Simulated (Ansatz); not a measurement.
# Calculations on Y

### Relaxation

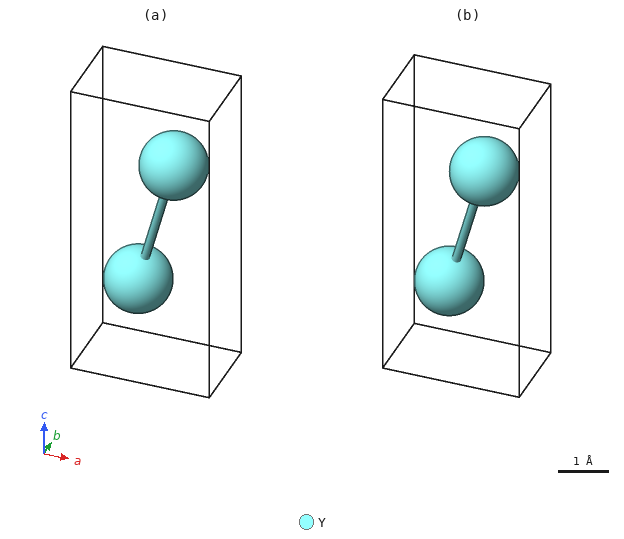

The structure of solid Y (set up in P6_3/mmc) before (left) and after (right) a relaxation, at one scale.

Style: ball-and-stick. Shown: the cell of the calculation, slightly off an axis.

Computed with DFT PBEsol, scalar-relativistic, plane waves, PAW in Ansatz 0.2.0.

Input file:
```yaml
crystal:
  lattice:
    - [3.6514992371, 0.0, 0.0]
    - [-1.8257496185, 3.1622911012, 0.0]
    - [0.0, 0.0, 5.7474]
  atoms:
    - { symbol: "Y", position: [0.3333333333, 0.6666666667, 0.25] }
    - { symbol: "Y", position: [0.6666666667, 0.3333333333, 0.75] }
basis:
  ecutwfc: 420
kpoints:
  mp_grid: { grid: [15, 15, 8] }
hamiltonian:
  xc: pbesol
scf:
  occupations: { method: gaussian, width: 0.1 }
output:
  forces: true
  stress: true
  eigenvalues: true
relax:
  adjacent_minimum: "off"
  f_tol: 0.005
  max_steps: 80
  cell: { stress_tol: 0.05 }
```

Question: Summarise the run.

Answer: Over 2 accepted moves (3 points after the start) the energy falls by 14.8 meV per atom. All forces vanish by symmetry, so only the cell relaxes. The pressure goes from −2.28 to 0.01 GPa. At 1 point the geometry stayed and the basis and grid were re-selected for the new cell (energy shift of less than 0.05 meV per atom at most each time). The atoms keep their places relative to the cell (all moves are under 0.005 Å). The volume changes by −5.7 %, with a = b 3.651 → 3.598 Å (−1.5 %), c 5.747 → 5.585 Å (−2.8 %). Near-neighbour distances that change, for instance: Y1–Y2 3.564 → 3.480 Å, Y1–Y1 3.651 → 3.598 Å. The space group stays P6_3/mmc (No. 194).

### Relaxation

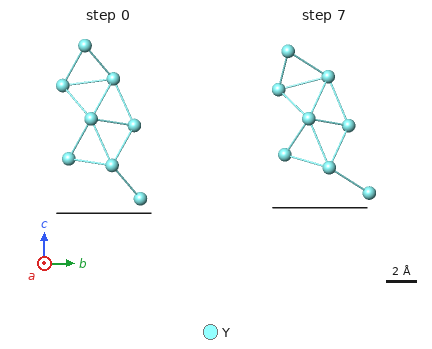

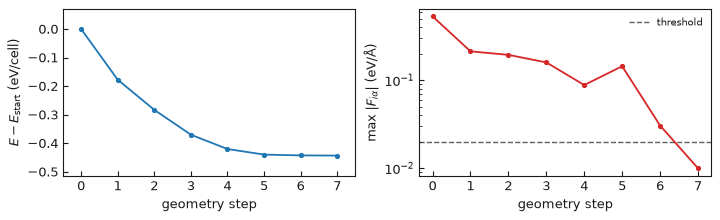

First and last geometry of a relaxation of a slab of composition Y (cut from the P6_3/mmc phase), with the history of the run. Style: ball-and-stick. Shown: the cell of the calculation, outlined in the plane, without the vacuum, along the a axis.

Case: (1 0 1) slab, atoms relaxed. The slab is the (1 0 1) face of Y.

Level of theory: DFT PBEsol, scalar-relativistic, plane waves, PAW in Ansatz 0.2.0.

Input file:
```yaml
crystal:
  lattice:
    - [3.5976028895, 0.0, 0.0]
    - [-1.7988014447, 6.3951490438, 0.0]
    - [0.0, 0.0, 25.4299811639]
  atoms:
    - { symbol: "Y", position: [0.4442266263, 0.8884532527, 0.2949274697] }
    - { symbol: "Y", position: [0.7931218068, 0.5862436137, 0.3840894394] }
    - { symbol: "Y", position: [0.0629008429, 0.1258016859, 0.4019218333] }
    - { symbol: "Y", position: [0.4117960234, 0.8235920469, 0.491083803] }
    - { symbol: "Y", position: [0.6815750595, 0.3631501191, 0.508916197] }
    - { symbol: "Y", position: [0.03047024, 0.0609404801, 0.5980781667] }
    - { symbol: "Y", position: [0.3002492761, 0.6004985522, 0.6159105606] }
    - { symbol: "Y", position: [0.6491444566, 0.2982889132, 0.7050725303] }
basis:
  ecutwfc: 420
kpoints:
  mp_grid: { grid: [10, 6, 1] }
hamiltonian:
  xc: pbesol
scf:
  occupations: { method: gaussian, width: 0.1 }
output:
  forces: true
  eigenvalues: true
relax:
  adjacent_minimum: "off"
  f_tol: 0.02
  max_steps: 60
efield:
  axis: 3
  dipole_correction: true
```

> What do the curves and the structures tell?

It converged. Over 7 geometry steps the energy falls by 0.443 eV per cell of the calculation. The largest force component goes from 0.53 to 0.01 eV/Å. The largest moves relative to the layer's centre, 0.96 Å, are those of Y1 and Y8. Y1 goes at 66° to the normal (+c side). The cell stays as it was. Among the contacts that change: Y1–Y3 3.598 → 3.235 Å, Y4–Y5 3.480 → 3.713 Å, Y1–Y2 3.480 → 3.698 Å, Y4–Y5 (another image) 3.480 → 3.291 Å. Among the angles between lasting bonds that change: Y6–Y8–Y6 60.0° → 67.6°, Y7–Y8–Y7 62.2° → 58.2°, Y6–Y8–Y8 120.0° → 123.8°. The run took roughly 15 core-minutes on a shared host.

### A change

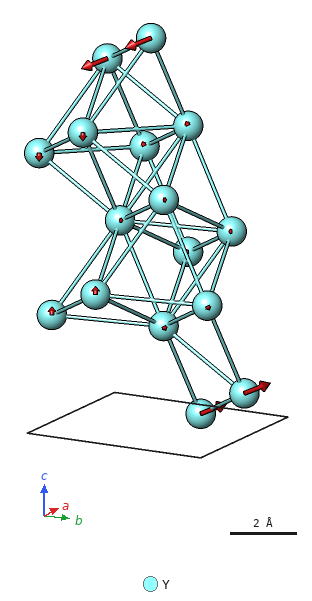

A (1 0 1) slab of Y as cut from the relaxed bulk. The red arrows show how the atoms are displaced, at true length. Style: ball-and-stick. Shown: the 2 × 1 repeat of the cell, outlined in the plane, without the vacuum, from a free direction.

The calculation used DFT PBEsol, scalar-relativistic, plane waves, PAW in Ansatz. (plane-wave cutoff 420 eV; occupations gaussian; smearing width 0.1 eV; no spin polarisation) The k-mesh is chosen for each cell (10×6×13, 10×6×1).

Describe the change and its computed effect.

The atoms of the slab are relaxed at the bulk's in-plane cell. The surface energy (mean of the two faces) falls from 1.48 to 1.33 J/m². The top spacing, between the Y and Y planes, goes from 2.27 to 1.73 Å (−23.8 %), the bottom one (Y to Y) from 2.27 to 1.73 Å (−23.8 %). The cell doesn't change. The largest moves relative to the layer's centre, 0.96 Å, are those of Y atoms. Some distances before and after: Y–Y 3.598 → 3.234 to 3.629 Å, Y–Y 3.480 → 3.288 to 3.713 Å.
